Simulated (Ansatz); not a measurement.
System: EuS, space group Fm-3m (No. 225).

Starting cell:
```
CELL_PARAMETERS angstrom
0.00000 2.97850 2.97850
2.97850 0.00000 2.97850
2.97850 2.97850 0.00000
ATOMIC_POSITIONS crystal
Eu 0.00000 0.00000 0.00000
S 0.50000 0.50000 0.50000
```

Calculation (Ansatz 0.2.0): plane-wave DFT, collinear spins; energies at scaled volumes of the given cell, shape and fractions fixed, counted from the fit's minimum, third-order Birch-Murnaghan fit. Level: HSE06, collinear spin.

```tsv
setting	value
k mesh	6×6×6
occupations	Fermi–Dirac
smearing width	0.05 eV
potentials	Ansatz PAW
wave cutoff	420 eV
density cutoff	1680 eV
```

Predict the energy and pressure against volume. The volume takes the values 24.84, 25.37, 25.90, 26.42, 26.95, 27.48, 28.01 Å³/atom.

A third-order Birch–Murnaghan fit gives V0 = 26.62 Å³/atom, B0 = 50.7 GPa and B′ = 3.8. The energy is 21.19 meV/atom at volume 24.84 Å³/atom and 10.51 meV/atom at 28.01 Å³/atom; the lowest computed point is at volume 26.42 Å³/atom (0.24 meV/atom), in a single well. The pressure falls from 4.03 GPa at volume 24.84 Å³/atom to −2.33 GPa at 28.01 Å³/atom, and changes sign near 26.63 Å³/atom.

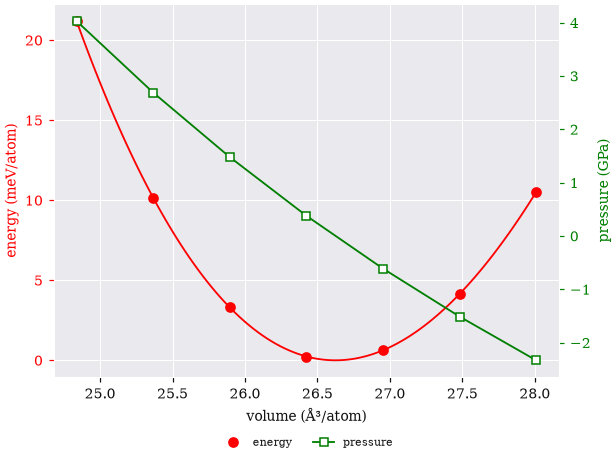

Note: state may lie high.
